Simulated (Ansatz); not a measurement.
Al4Ga13N15 (cell with a defect)

Input

```
crystal:
  lattice:
    - [-4.4676279096, 4.4676279096, 4.4676279096]
    - [4.4676279096, -4.4676279096, 4.4676279096]
    - [4.4676279096, 4.4676279096, -4.4676279096]
  atoms:
    - { symbol: Al, position: [0.0, 0.0, 0.0] }
    - { symbol: Al, position: [0.5, 0.5, 0.0] }
    - { symbol: Al, position: [0.5, 0.0, 0.5] }
    - { symbol: Al, position: [0.0, 0.5, 0.5] }
    - { symbol: Ga, position: [0.25, 0.25, 0.5] }
    - { symbol: Ga, position: [0.75, 0.75, 0.5] }
    - { symbol: Ga, position: [0.75, 0.25, 0.0] }
    - { symbol: Ga, position: [0.25, 0.75, 0.0] }
    - { symbol: Ga, position: [0.25, 0.5, 0.25] }
    - { symbol: Ga, position: [0.75, 0.0, 0.25] }
    - { symbol: Ga, position: [0.75, 0.5, 0.75] }
    - { symbol: Ga, position: [0.25, 0.0, 0.75] }
    - { symbol: Ga, position: [0.5, 0.25, 0.25] }
    - { symbol: Ga, position: [0.0, 0.75, 0.25] }
    - { symbol: Ga, position: [0.0, 0.25, 0.75] }
    - { symbol: Ga, position: [0.5, 0.75, 0.75] }
    - { symbol: Ga, position: [0.5, 0.5, 0.7550309218] }
    - { symbol: "N", position: [0.0, 0.0, 0.7550309218] }
    - { symbol: "N", position: [0.0, 0.5, 0.2550309218] }
    - { symbol: "N", position: [0.5, 0.0, 0.2550309218] }
    - { symbol: "N", position: [0.5, 0.7550309218, 0.5] }
    - { symbol: "N", position: [0.0, 0.2550309218, 0.5] }
    - { symbol: "N", position: [0.0, 0.7550309218, 0.0] }
    - { symbol: "N", position: [0.5, 0.2550309218, 0.0] }
    - { symbol: "N", position: [0.7550309218, 0.5, 0.5] }
    - { symbol: "N", position: [0.2550309218, 0.0, 0.5] }
    - { symbol: "N", position: [0.2550309218, 0.5, 0.0] }
    - { symbol: "N", position: [0.7550309218, 0.0, 0.0] }
    - { symbol: "N", position: [0.2449690782, 0.2449690782, 0.2449690782] }
    - { symbol: "N", position: [0.7449690782, 0.7449690782, 0.2449690782] }
    - { symbol: "N", position: [0.7449690782, 0.2449690782, 0.7449690782] }
    - { symbol: "N", position: [0.2449690782, 0.7449690782, 0.7449690782] }
  host:
    lattice:
      - [4.4676279096, 0.0, 0.0]
      - [0.0, 4.4676279096, 0.0]
      - [0.0, 0.0, 4.4676279096]
    atoms:
      - { symbol: Al, position: [0.0, 0.0, 0.0] }
      - { symbol: Ga, position: [0.5, 0.5, 0.0] }
      - { symbol: Ga, position: [0.5, 0.0, 0.5] }
      - { symbol: Ga, position: [0.0, 0.5, 0.5] }
      - { symbol: "N", position: [0.7550309218, 0.7550309218, 0.2449690782] }
      - { symbol: "N", position: [0.7550309218, 0.2449690782, 0.7550309218] }
      - { symbol: "N", position: [0.2449690782, 0.7550309218, 0.7550309218] }
      - { symbol: "N", position: [0.2449690782, 0.2449690782, 0.2449690782] }
basis:
  ecutwfc: 420
  xc_grid: 2
kpoints:
  mp_grid: { grid: [2, 2, 2], shift: [0.5, 0.5, 0.5] }
hamiltonian:
  xc: pbesol
scf:
  occupations: { method: gaussian, width: 0.01 }
output:
  forces: true
  stress: false
  eigenvalues: true
  charged_corrections:
    defect_position: [0.5, 0.5, 0.75503092]
    epsilon: [[9.9239, 0.0, 0.0], [0.0, 9.9239, 0.0], [0.0, 0.0, 9.9239]]
  write_density: true
  write_potential: true
  elf: true
  volumetric_format: npy
relax:
  adjacent_minimum: "off"
  f_tol: 0.025
  max_steps: 45
```

Launched as:

```sh
ansatz run input.yaml --threads 4 --pin off --max-ram 10240MiB --backend cpu --events-out ev --progress --plain --runs-dir out
```

The fields are those of the run's last geometry, not of the input's.

Theory: DFT PBEsol, scalar-relativistic, plane waves, PAW (Ansatz 0.2.0).

Q: What will maps of the valence pseudo-density and electron localisation function show?

A: Al–N (1.87 Å): the density is about 0.71 e/Å³ at the midpoint; the ELF peaks at about 0.90 in the valence shell of N, 0.7 Å from its nucleus, and is about 0.90 at the midpoint.
Ga–N (1.91 Å): ρ at the midpoint is about 0.81 e/Å³; the ELF peaks at about 0.85 in the valence shell of N, 0.6 Å from its nucleus, and is about 0.50 at the midpoint.
Al–N (1.89 Å): the density is about 0.69 e/Å³ at the midpoint; the ELF peaks at about 0.90 between the atoms: a shared but strongly polarised pair.
Ga–N (1.93 Å): the density is about 0.8 e/Å³ at the midpoint; the ELF peaks at about 0.85 in the valence shell of N, 0.6 Å from its nucleus, and is about 0.50 at the midpoint.

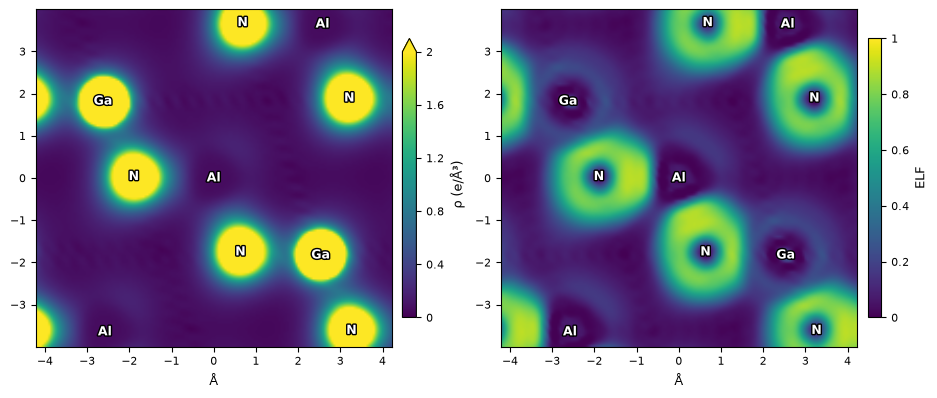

Computed valence pseudo-density and electron localisation function on the (100) plane of the calculation cell, in this order. 

Core electrons are frozen (PAW), and the valence fields are smoothed inside the atomic spheres.
